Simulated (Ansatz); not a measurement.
**Geometry relaxation, with input and output: SnO2 (part 1 of 2)**

- system: SnO2 (Pnnm, 6 atoms in the cell)
- method: DFT PBE, scalar-relativistic, plane waves, PAW, no spin polarisation (Ansatz 0.2.0)

The structure was made by a generator, so it may or may not be a known phase.

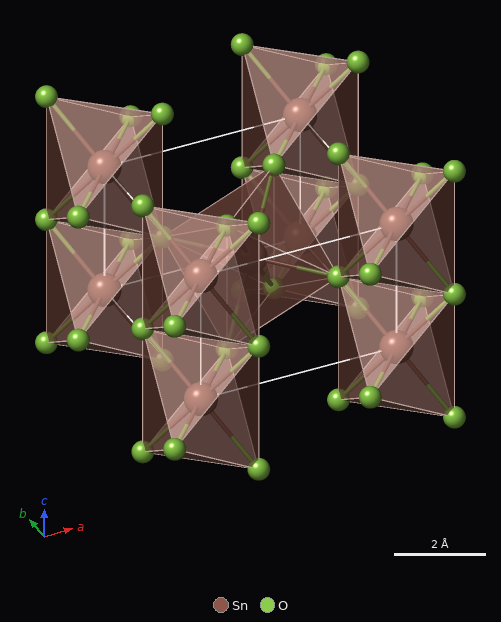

Figure 1. The starting structure (polyhedral view of the cell of the calculation, seen at an oblique angle; polyhedra are completed across the faces of the cell). An atom can appear more than once, as a periodic image.

The input:
```yaml
crystal:
  lattice:
    - [4.78800392, 0.0, 0.0]
    - [0.0, 4.86658192, 0.0]
    - [0.0, 0.0, 3.24089789]
  atoms:
    - { symbol: Sn, position: [0.5, 0.5, 0.5] }
    - { symbol: Sn, position: [0.0, 0.0, 0.0] }
    - { symbol: O, position: [0.29185501, 0.321042, 0.0] }
    - { symbol: O, position: [0.79185501, 0.178958, 0.5] }
    - { symbol: O, position: [0.20814499, 0.821042, 0.5] }
    - { symbol: O, position: [0.70814499, 0.678958, 0.0] }
basis:
  ecutwfc: 420
kpoints:
  mp_grid: { grid: [6, 6, 8] }
hamiltonian:
  xc: pbe
scf:
  occupations: { method: gaussian, width: 0.02 }
output:
  forces: true
  stress: true
  eigenvalues: true
  write_density: true
  write_potential: true
  elf: true
  volumetric_format: npy
relax:
  adjacent_minimum: "off"
  f_tol: 0.01
  max_steps: 80
  cell: { stress_tol: 0.05 }
```

Machine: 1 thread of Arm Neoverse V2, 24 GiB of memory available, shared host.

Launched with:
```bash
ansatz run input.yaml --threads 1 --pin off --max-ram 2560MiB --backend cpu --events-out ev --progress --plain --runs-dir out
```

The program's output:
```
Engine: ansatz 0.2.0, aarch64-unknown-linux-gnu
Pseudopotentials: kind: paw
Pseudopotential: Sn, paw, valence charge 14, recommended cutoff 420 eV (normal), Sn.paw.azcp
Pseudopotential: O, paw, valence charge 6, recommended cutoff 420 eV (normal), O.paw.azcp
Functional definition: PBE
  parameter kappa = 0.804
  parameter beta = 0.06672455060314922
  exchange = pbe_x(kappa = kappa, mu = beta*pi^2/3)
  correlation = pbe_c(beta = beta)
Crystal: 6 atoms, lattice volume = 75.517 Å³
Basis set: ecut = 420 eV, 1479 PW (Γ), exchange–correlation on 72×72×48 points (8 copies of the dense FFT grid, shifted against one another)
Bands: 32, of which v1, the nominal top of the filled ones, is band 26 counted from 1 (25 counted from 0)
Symmetry: 8 space group operations
Space group: Pnnm (ITA 58), of the structure as read, at distance tolerance 4.2e-5 Å
k-points: 80 of 288
Non-local potential: Sn, projectors of the file, l = 0: 2, l = 1: 2, l = 2: 2, l = 3: 2
Non-local potential: O, projectors of the file, l = 0: 2, l = 1: 2, l = 2: 1
PAW form: soft (Blöchl's): semilocal exchange-correlation on the pseudo side does not see the compensation charge
PAW one-centre angular grid: Sn, 590 points (default); XC on 64 Gauss nodes
PAW one-centre angular grid: O, 110 points (default); XC on 64 Gauss nodes
Initial density: superposition of atomic densities (neutral atoms: chi_scale 0, normalization atom), corrected by the library's trained network
Initial wavefunctions: pseudopotential atomic-orbital guess
Functional: x = pbe(κ = 0.804, μ = 0.2195149727645171), c = pbe(β = 0.06672455060314922)
SCF iter   1: F=—  HF=-14317.953927 eV  |F-HF|=—  |Δ(HF+E_count)|=         —  Δρ=1.34e-3  dr2=6.18e-4  ethr=1.77e-3  ⟨swp⟩=6.2  Hψ=11349  notcnv=0
preconditioner: auto → Resta (q_TF=auto, 2.564 Å⁻¹)  ε∞=3.6  [insulator: Δε(μ)=0.810 eV  Ē_g=19.221 eV  σ=0.020 eV  W_gap=1.00  n_scr=18 (ndim 8)  ℏωp=30.8 eV  f_vac=0.031  D(μ)=0.00/eV (n_scr^D=0)  ε∞_Penn≈3.6]
SCF iter   2: F=—  HF=-14317.955484 eV  |F-HF|=—  |Δ(HF+E_count)|=   1.56e-3  Δρ=6.41e-4  dr2=1.23e-4  ethr=1.19e-6  ⟨swp⟩=2.2  Hψ=5469  notcnv=0  defer=62
SCF iter   3: F=—  HF=-14317.955747 eV  |F-HF|=—  |Δ(HF+E_count)|=   2.63e-4  Δρ=2.63e-4  dr2=3.31e-5  ethr=2.37e-7  ⟨swp⟩=3.0  Hψ=4665  notcnv=0  defer=62
SCF iter   4: F=—  HF=-14317.955799 eV  |F-HF|=—  |Δ(HF+E_count)|=   5.21e-5  Δρ=4.37e-5  dr2=1.25e-6  ethr=6.36e-8  ⟨swp⟩=2.0  Hψ=3446  notcnv=0  defer=62
iter 5 did not close the SCF: its close was put off for the readings that it lacked (scf_convergence_deferred on its scf_iter line)
SCF iter   5: F=-14317.955801 eV  HF=-14317.955801 eV  |F-HF|=1.03e-7  |Δ(HF+E_count)|=   1.82e-6  Δρ=1.34e-5  dr2=8.81e-8  ethr=2.41e-9  ⟨swp⟩=2.1  Hψ=3845  notcnv=0  defer=62
SCF iter   6: F=-14317.955801 eV  HF=-14317.955801 eV  |F-HF|=5.45e-9  |Δ(HF+E_count)|=   1.25e-7  Δρ=4.01e-6  dr2=7.82e-9  ethr=1.69e-10  ⟨swp⟩=9.9  Hψ=18278  notcnv=0
SCF 1 converged in 6 iterations: F = -14317.955801 eV  dr2 = 7.82e-9
  greatest PAW one-centre occupation: 0.996 electrons in one spin orbital (limit 2), on the Sn atom at site 1 (counted from 0), in its partial waves of l = 2
relax step   1: F+E_penalty+E_count = -14317.95580090 eV  Δ(F+E_penalty+E_count) = +0.000e0 eV  max|allowed force component| = 6.022e-2 eV/Å  Δτ_max = 0.0000 Å  P = -0.547 GPa  Ω = 75.517 Å³  (6 SCF iters, dr2 threshold 1.00e-7 eV, accepted)
Crystal: 6 atoms, lattice volume = 75.413 Å³
Initial density: handed on by an earlier stage of this run
Initial wavefunctions: those handed on with the density
iter 1 solved again at ethr=4.84e-6 eV; its pass at ethr=3.10e-3 eV (dr2=2.51e-3 eV) is discarded
SCF iter   1: F=—  HF=-14317.961861 eV  |F-HF|=—  |Δ(HF+E_count)|=         —  Δρ=3.96e-3  dr2=2.57e-3  ethr=4.84e-6  ⟨swp⟩=2.2  Hψ=12832  notcnv=0
preconditioner: auto → Resta (q_TF=auto, 2.564 Å⁻¹)  ε∞=3.6  [insulator: Δε(μ)=0.779 eV  Ē_g=19.248 eV  σ=0.020 eV  W_gap=1.00  n_scr=18 (ndim 8)  ℏωp=30.8 eV  f_vac=0.031  D(μ)=0.00/eV (n_scr^D=0)  ε∞_Penn≈3.6]
SCF iter   2: F=—  HF=-14317.961786 eV  |F-HF|=—  |Δ(HF+E_count)|=   7.45e-5  Δρ=1.99e-3  dr2=7.53e-4  ethr=4.84e-6  ⟨swp⟩=1.0  Hψ=2560  notcnv=0
SCF iter   3: F=—  HF=-14317.961807 eV  |F-HF|=—  |Δ(HF+E_count)|=   2.08e-5  Δρ=3.66e-4  dr2=8.01e-5  ethr=1.45e-6  ⟨swp⟩=1.6  Hψ=3360  notcnv=0
SCF iter   4: F=—  HF=-14317.961797 eV  |F-HF|=—  |Δ(HF+E_count)|=   1.02e-5  Δρ=1.02e-4  dr2=5.16e-6  ethr=1.54e-7  ⟨swp⟩=2.0  Hψ=3535  notcnv=0
SCF iter   5: F=-14317.961800 eV  HF=-14317.961800 eV  |F-HF|=3.91e-7  |Δ(HF+E_count)|=   2.95e-6  Δρ=2.56e-5  dr2=3.20e-7  ethr=1.15e-9  ⟨swp⟩=7.7  Hψ=18133  notcnv=0
SCF 2 converged in 5 iterations: F = -14317.961800 eV  dr2 = 3.20e-7
relax step   2: F+E_penalty+E_count = -14317.96180034 eV  Δ(F+E_penalty+E_count) = -5.999e-3 eV  max|allowed force component| = 4.057e-2 eV/Å  Δτ_max = 0.0210 Å  P = -0.108 GPa  Ω = 75.413 Å³  energy of the carried Pulay correction = +5.239e-4 eV  (5 SCF iters, dr2 threshold 6.00e-7 eV, accepted)
Crystal: 6 atoms, lattice volume = 75.599 Å³
iter 1 solved again at ethr=4.75e-5 eV; its pass at ethr=3.10e-3 eV (dr2=2.47e-2 eV) is discarded
SCF iter   1: F=—  HF=-14317.968048 eV  |F-HF|=—  |Δ(HF+E_count)|=         —  Δρ=1.26e-2  dr2=2.50e-2  ethr=4.75e-5  ⟨swp⟩=2.1  Hψ=12237  notcnv=0
preconditioner: auto → Resta (q_TF=auto, 2.563 Å⁻¹)  ε∞=3.6  [insulator: Δε(μ)=0.673 eV  Ē_g=19.234 eV  σ=0.020 eV  W_gap=1.00  n_scr=18 (ndim 8)  ℏωp=30.8 eV  f_vac=0.034  D(μ)=0.00/eV (n_scr^D=0)  ε∞_Penn≈3.6]
SCF iter   2: F=—  HF=-14317.967747 eV  |F-HF|=—  |Δ(HF+E_count)|=   3.01e-4  Δρ=6.42e-3  dr2=7.97e-3  ethr=4.75e-5  ⟨swp⟩=2.0  Hψ=2812  notcnv=0
SCF iter   3: F=—  HF=-14317.967686 eV  |F-HF|=—  |Δ(HF+E_count)|=   6.12e-5  Δρ=4.22e-4  dr2=1.33e-4  ethr=1.53e-5  ⟨swp⟩=2.0  Hψ=2908  notcnv=0
SCF iter   4: F=—  HF=-14317.967746 eV  |F-HF|=—  |Δ(HF+E_count)|=   6.02e-5  Δρ=2.03e-4  dr2=2.14e-5  ethr=2.55e-7  ⟨swp⟩=2.0  Hψ=3516  notcnv=0
SCF iter   5: F=—  HF=-14317.967699 eV  |F-HF|=—  |Δ(HF+E_count)|=   4.70e-5  Δρ=9.48e-5  dr2=4.99e-6  ethr=4.11e-8  ⟨swp⟩=2.0  Hψ=3712  notcnv=0
SCF iter   6: F=—  HF=-14317.967701 eV  |F-HF|=—  |Δ(HF+E_count)|=   1.13e-6  Δρ=2.79e-5  dr2=4.18e-7  ethr=9.60e-9  ⟨swp⟩=2.0  Hψ=3387  notcnv=0
SCF iter   7: F=-14317.967701 eV  HF=-14317.967701 eV  |F-HF|=2.03e-8  |Δ(HF+E_count)|=   3.02e-7  Δρ=5.91e-6  dr2=2.30e-8  ethr=1.98e-10  ⟨swp⟩=10.4  Hψ=18469  notcnv=0
SCF 3 converged in 7 iterations: F = -14317.967701 eV  dr2 = 2.30e-8
  greatest PAW one-centre occupation: 0.996 electrons in one spin orbital (limit 2), on the Sn atom at site 0 (counted from 0), in its partial waves of l = 2
relax step   3: F+E_penalty+E_count = -14317.96770087 eV  Δ(F+E_penalty+E_count) = -5.901e-3 eV  max|allowed force component| = 3.704e-2 eV/Å  Δτ_max = 0.0686 Å  P = -0.331 GPa  Ω = 75.599 Å³  energy of the carried Pulay correction = -4.151e-4 eV  (7 SCF iters, dr2 threshold 1.03e-7 eV, accepted)
Crystal: 6 atoms, lattice volume = 75.443 Å³
Basis set: ecut = 420 eV, 1491 PW (Γ), exchange–correlation on 72×72×48 points (8 copies of the dense FFT grid, shifted against one another)
iter 1 solved again at ethr=9.59e-7 eV; its pass at ethr=3.10e-3 eV (dr2=4.99e-4 eV) is discarded
SCF iter   1: F=—  HF=-14317.969373 eV  |F-HF|=—  |Δ(HF+E_count)|=         —  Δρ=1.55e-3  dr2=5.27e-4  ethr=9.59e-7  ⟨swp⟩=2.5  Hψ=13339  notcnv=0
preconditioner: auto → Resta (q_TF=auto, 2.564 Å⁻¹)  ε∞=3.6  [insulator: Δε(μ)=0.684 eV  Ē_g=19.262 eV  σ=0.020 eV  W_gap=1.00  n_scr=18 (ndim 8)  ℏωp=30.8 eV  f_vac=0.035  D(μ)=0.00/eV (n_scr^D=0)  ε∞_Penn≈3.6]
SCF iter   2: F=—  HF=-14317.969275 eV  |F-HF|=—  |Δ(HF+E_count)|=   9.78e-5  Δρ=7.77e-4  dr2=1.46e-4  ethr=9.59e-7  ⟨swp⟩=1.8  Hψ=3454  notcnv=0
SCF iter   3: F=—  HF=-14317.969279 eV  |F-HF|=—  |Δ(HF+E_count)|=   3.63e-6  Δρ=1.95e-4  dr2=2.23e-5  ethr=2.80e-7  ⟨swp⟩=2.5  Hψ=3875  notcnv=0
SCF iter   4: F=—  HF=-14317.969276 eV  |F-HF|=—  |Δ(HF+E_count)|=   2.83e-6  Δρ=4.90e-5  dr2=1.12e-6  ethr=4.29e-8  ⟨swp⟩=2.0  Hψ=3508  notcnv=0
SCF iter   5: F=-14317.969277 eV  HF=-14317.969277 eV  |F-HF|=7.56e-8  |Δ(HF+E_count)|=   8.24e-7  Δρ=1.06e-5  dr2=5.76e-8  ethr=1.15e-9  ⟨swp⟩=10.2  Hψ=18733  notcnv=0
SCF 4 converged in 5 iterations: F = -14317.969277 eV  dr2 = 5.76e-8
relax step   4: F+E_penalty+E_count = -14317.96927704 eV  Δ(F+E_penalty+E_count) = -1.576e-3 eV  max|allowed force component| = 1.199e-2 eV/Å  Δτ_max = 0.0080 Å  P = +0.032 GPa  Ω = 75.443 Å³  energy of the carried Pulay correction = +3.753e-4 eV  (5 SCF iters, dr2 threshold 6.00e-7 eV, accepted)
Crystal: 6 atoms, lattice volume = 75.461 Å³
Basis set: ecut = 420 eV, 1487 PW (Γ), exchange–correlation on 72×72×48 points (8 copies of the dense FFT grid, shifted against one another)
iter 1 solved again at ethr=2.49e-8 eV; its pass at ethr=3.10e-3 eV (dr2=1.29e-5 eV) is discarded
SCF iter   1: F=—  HF=-14317.969286 eV  |F-HF|=—  |Δ(HF+E_count)|=         —  Δρ=2.45e-4  dr2=1.45e-5  ethr=2.49e-8  ⟨swp⟩=3.1  Hψ=12916  notcnv=0
preconditioner: auto → Resta (q_TF=auto, 2.564 Å⁻¹)  ε∞=3.6  [insulator: Δε(μ)=0.679 eV  Ē_g=19.258 eV  σ=0.020 eV  W_gap=1.00  n_scr=18 (ndim 8)  ℏωp=30.8 eV  f_vac=0.035  D(μ)=0.00/eV (n_scr^D=0)  ε∞_Penn≈3.6]
SCF iter   2: F=—  HF=-14317.969232 eV  |F-HF|=—  |Δ(HF+E_count)|=   5.31e-5  Δρ=1.26e-4  dr2=4.47e-6  ethr=2.49e-8  ⟨swp⟩=1.0  Hψ=2560  notcnv=0
SCF iter   3: F=—  HF=-14317.969230 eV  |F-HF|=—  |Δ(HF+E_count)|=   2.01e-6  Δρ=2.46e-5  dr2=3.51e-7  ethr=8.60e-9  ⟨swp⟩=2.6  Hψ=3639  notcnv=0
SCF iter   4: F=—  HF=-14317.969230 eV  |F-HF|=—  |Δ(HF+E_count)|=   5.49e-8  Δρ=7.70e-6  dr2=2.63e-8  ethr=6.76e-10  ⟨swp⟩=2.0  Hψ=3611  notcnv=0
SCF iter   5: F=-14317.969230 eV  HF=-14317.969230 eV  |F-HF|=1.42e-9  |Δ(HF+E_count)|=   1.25e-8  Δρ=1.79e-6  dr2=1.38e-9  ethr=2.11e-11  ⟨swp⟩=7.9  Hψ=14882  notcnv=0
SCF 5 converged in 5 iterations: F = -14317.969230 eV  dr2 = 1.38e-9
relax step   5: F+E_penalty+E_count = -14317.96923043 eV  Δ(F+E_penalty+E_count) = +4.662e-5 eV  max|allowed force component| = 2.011e-4 eV/Å  Δτ_max = 0.0013 Å  P = +0.001 GPa  Ω = 75.461 Å³  energy of the carried Pulay correction = +2.846e-4 eV  (5 SCF iters, dr2 threshold 1.10e-8 eV, accepted)
Initial wavefunctions: pseudopotential atomic-orbital guess (no wavefunctions were taken with the density)
iter 1 solved again at ethr=2.04e-8 eV; its pass at ethr=3.10e-3 eV (dr2=1.06e-5 eV) is discarded
SCF iter   1: F=—  HF=-14317.969128 eV  |F-HF|=—  |Δ(HF+E_count)|=         —  Δρ=9.70e-5  dr2=5.21e-7  ethr=2.04e-8  ⟨swp⟩=3.7  Hψ=18958  notcnv=0
preconditioner: auto → Resta (q_TF=auto, 2.564 Å⁻¹)  ε∞=3.6  [insulator: Δε(μ)=0.680 eV  Ē_g=19.258 eV  σ=0.020 eV  W_gap=1.00  n_scr=18 (ndim 8)  ℏωp=30.8 eV  f_vac=0.035  D(μ)=0.00/eV (n_scr^D=0)  ε∞_Penn≈3.6]
SCF iter   2: F=—  HF=-14317.969113 eV  |F-HF|=—  |Δ(HF+E_count)|=   1.50e-5  Δρ=4.97e-5  dr2=1.35e-7  ethr=1.00e-9  ⟨swp⟩=2.1  Hψ=3541  notcnv=0
SCF iter   3: F=—  HF=-14317.969126 eV  |F-HF|=—  |Δ(HF+E_count)|=   1.27e-5  Δρ=1.54e-6  dr2=1.03e-9  ethr=2.60e-10  ⟨swp⟩=2.0  Hψ=3840  notcnv=0
SCF iter   4: F=—  HF=-14317.969126 eV  |F-HF|=—  |Δ(HF+E_count)|=  4.73e-10  Δρ=6.53e-7  dr2=1.14e-10  ethr=1.00e-12  ⟨swp⟩=7.7  Hψ=13590  notcnv=0
SCF iter   5: F=-14317.969126 eV  HF=-14317.969126 eV  |F-HF|=1.46e-11  |Δ(HF+E_count)|=  4.00e-10  Δρ=1.60e-7  dr2=1.13e-11  ethr=1.00e-12  ⟨swp⟩=6.6  Hψ=11595  notcnv=0
SCF 6 converged in 5 iterations: F = -14317.969126 eV  dr2 = 1.13e-11
relax step   6: F+E_penalty+E_count = -14317.96912583 eV  Δ(F+E_penalty+E_count) = +1.046e-4 eV  max|allowed force component| = 2.691e-4 eV/Å  Δτ_max = 0.0000 Å  P = -0.003 GPa  Ω = 75.461 Å³  stress off target by 8.55e-2 GPa  SCF on the basis re-selected at this cell (its energy is not comparable with the rows above)  (5 SCF iters)
basis re-selected at this cell: Δ(F+E_penalty+E_count) = +1.046e-4 eV, ΔP = -0.004 GPa vs the last step (what re-selecting the basis moved, of the pressure what is left beyond the Pulay correction that the steps carried, after the strain that the cell walked since its last selection, with what the two solves' SCF thresholds leave and, on support functions, any second-order correction that the steps lacked; it is no measure of the basis error at this ecutwfc). This SCF's stress stands 8.55e-2 GPa from its target on what of the cell is left free (relax.cell.stress_tol is 5.00e-2 GPa) and its largest allowed force component is 2.69e-4 eV/Å (relax.f_tol is 1.00e-2 eV/Å): not within both, so this SCF does not close the relaxation
Crystal: 6 atoms, lattice volume = 75.463 Å³
Basis set: ecut = 420 eV, 1495 PW (Γ), exchange–correlation on 72×72×48 points (8 copies of the dense FFT grid, shifted against one another)
iter 1 solved again at ethr=3.06e-8 eV; its pass at ethr=3.10e-3 eV (dr2=1.59e-5 eV) is discarded
SCF iter   1: F=—  HF=-14317.969198 eV  |F-HF|=—  |Δ(HF+E_count)|=         —  Δρ=3.11e-4  dr2=1.79e-5  ethr=3.06e-8  ⟨swp⟩=3.0  Hψ=13471  notcnv=0
SCF iter   2: F=—  HF=-14317.969143 eV  |F-HF|=—  |Δ(HF+E_count)|=   5.41e-5  Δρ=1.60e-4  dr2=6.01e-6  ethr=3.06e-8  ⟨swp⟩=1.0  Hψ=2560  notcnv=0
SCF iter   3: F=—  HF=-14317.969144 eV  |F-HF|=—  |Δ(HF+E_count)|=   2.74e-7  Δρ=1.45e-5  dr2=1.34e-7  ethr=1.16e-8  ⟨swp⟩=2.0  Hψ=3840  notcnv=0
SCF iter   4: F=—  HF=-14317.969144 eV  |F-HF|=—  |Δ(HF+E_count)|=   8.26e-8  Δρ=8.74e-6  dr2=4.18e-8  ethr=3.52e-11  ⟨swp⟩=9.0  Hψ=15998  notcnv=0
SCF iter   5: F=-14317.969144 eV  HF=-14317.969144 eV  |F-HF|=1.69e-9  |Δ(HF+E_count)|=   2.21e-9  Δρ=2.31e-6  dr2=2.80e-9  ethr=3.52e-11  ⟨swp⟩=8.2  Hψ=15135  notcnv=0
SCF 7 converged in 5 iterations: F = -14317.969144 eV  dr2 = 2.80e-9
relax step   7: F+E_penalty+E_count = -14317.96914380 eV  Δ(F+E_penalty+E_count) = -1.797e-5 eV  max|allowed force component| = 1.198e-4 eV/Å  Δτ_max = 0.0015 Å  P = +0.001 GPa  Ω = 75.463 Å³  energy of the carried Pulay correction = -1.379e-5 eV  (5 SCF iters, dr2 threshold 1.83e-8 eV, accepted)
iter 1 solved again at ethr=1.90e-8 eV; its pass at ethr=3.10e-3 eV (dr2=9.86e-6 eV) is discarded
SCF iter   1: F=—  HF=-14317.969268 eV  |F-HF|=—  |Δ(HF+E_count)|=         —  Δρ=2.56e-5  dr2=1.77e-8  ethr=1.90e-8  ⟨swp⟩=3.8  Hψ=18972  notcnv=0
preconditioner: auto → Resta (q_TF=auto, 2.564 Å⁻¹)  ε∞=3.6  [insulator: Δε(μ)=0.681 eV  Ē_g=19.258 eV  σ=0.020 eV  W_gap=1.00  n_scr=18 (ndim 8)  ℏωp=30.8 eV  f_vac=0.035  D(μ)=0.00/eV (n_scr^D=0)  ε∞_Penn≈3.6]
SCF iter   2: F=—  HF=-14317.969218 eV  |F-HF|=—  |Δ(HF+E_count)|=   5.03e-5  Δρ=1.29e-5  dr2=4.61e-9  ethr=3.40e-11  ⟨swp⟩=3.0  Hψ=5286  notcnv=0
SCF iter   3: F=—  HF=-14317.969220 eV  |F-HF|=—  |Δ(HF+E_count)|=   1.72e-6  Δρ=7.92e-7  dr2=1.61e-10  ethr=8.87e-12  ⟨swp⟩=2.0  Hψ=3766  notcnv=0
SCF iter   4: F=-14317.969220 eV  HF=-14317.969220 eV  |F-HF|=3.64e-10  |Δ(HF+E_count)|=   2.73e-9  Δρ=2.87e-7  dr2=3.84e-11  ethr=1.00e-12  ⟨swp⟩=7.2  Hψ=12922  notcnv=0
SCF 8 converged in 4 iterations: F = -14317.969220 eV  dr2 = 3.84e-11
relax step   8: F+E_penalty+E_count = -14317.96921978 eV  Δ(F+E_penalty+E_count) = -7.598e-5 eV  max|allowed force component| = 1.333e-4 eV/Å  Δτ_max = 0.0000 Å  P = +0.002 GPa  Ω = 75.463 Å³  stress off target by 1.66e-2 GPa  SCF on the basis re-selected at this cell (its energy is not comparable with the rows above)  (4 SCF iters)
```
